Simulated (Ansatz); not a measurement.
Consider NbSi$_{31}$ (cell charge +1, with a compensating background) (cell with a defect).

```
Nb Si
1.0
    -5.47009   -5.47009   -5.47009
     5.47009    5.47009   -5.47009
     5.47009   -5.47009    5.47009
Nb Si
1 31
Direct
  0.50000 0.75000 0.50000
  0.50000 0.49581 0.75058
  0.24581 0.75000 0.75058
  0.50000 0.25000 0.00000
  0.24942 0.49942 0.99523
  0.00000 0.75000 0.00000
  0.50000 0.00058 0.24581
  0.24942 0.24523 0.24942
  0.99523 0.49942 0.24942
  0.75058 0.75000 0.24581
  0.24581 0.00058 0.50000
  0.00000 0.25000 0.50000
  0.75058 0.49581 0.50000
  0.00477 0.00419 0.75419
  0.75419 0.25477 0.75419
  0.75419 0.00419 0.00477
  0.50000 0.75000 0.76655
  0.50000 0.49863 0.00052
  0.24863 0.75000 0.00052
  0.50000 0.25052 0.24863
  0.23345 0.48345 0.23345
  0.00052 0.75000 0.24863
  0.50000 0.01655 0.50000
  0.24863 0.25052 0.50000
  0.00052 0.49863 0.50000
  0.76655 0.75000 0.50000
  0.25189 0.00137 0.75137
  0.99948 0.24948 0.74811
  0.75137 0.50189 0.75137
  0.99948 0.99811 0.99948
  0.74811 0.24948 0.99948
  0.75137 0.00137 0.25189
```

These are results of Ansatz, DFT PBE, scalar-relativistic, plane waves, PAW, not measurements.

> What can the converged valence pseudo-density and electron localisation function tell about the bonding?

Si–Si (2.35 Å): ρ at the midpoint is about 0.57 e/Å³; the ELF peaks at about 0.95 between the atoms, as expected for a shared electron pair.
Nb–Si (2.53 Å): ρ at the midpoint is about 0.57 e/Å³; the ELF peaks at about 0.90 in the valence shell of Si, 0.9 Å from its nucleus, and is about 0.75 at the midpoint.

> Does the calculation make it a metal, or give it a gap?

It is gapped, with a Kohn–Sham gap of 0.65 eV on the k-point mesh (the band edges may lie off the mesh, which would make the gap smaller).

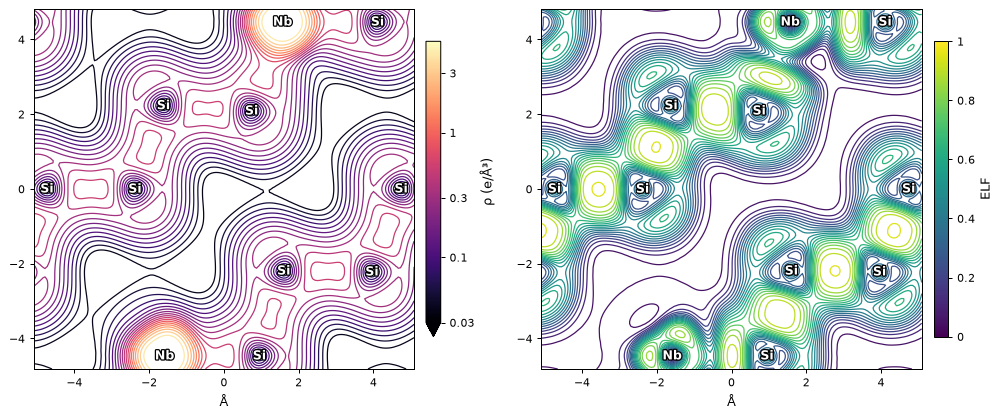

Computed valence pseudo-density and electron localisation function on the (011̄) plane of the calculation cell, in this order. 

In a PAW calculation such maps are meaningful between the atoms, not at the nuclei.
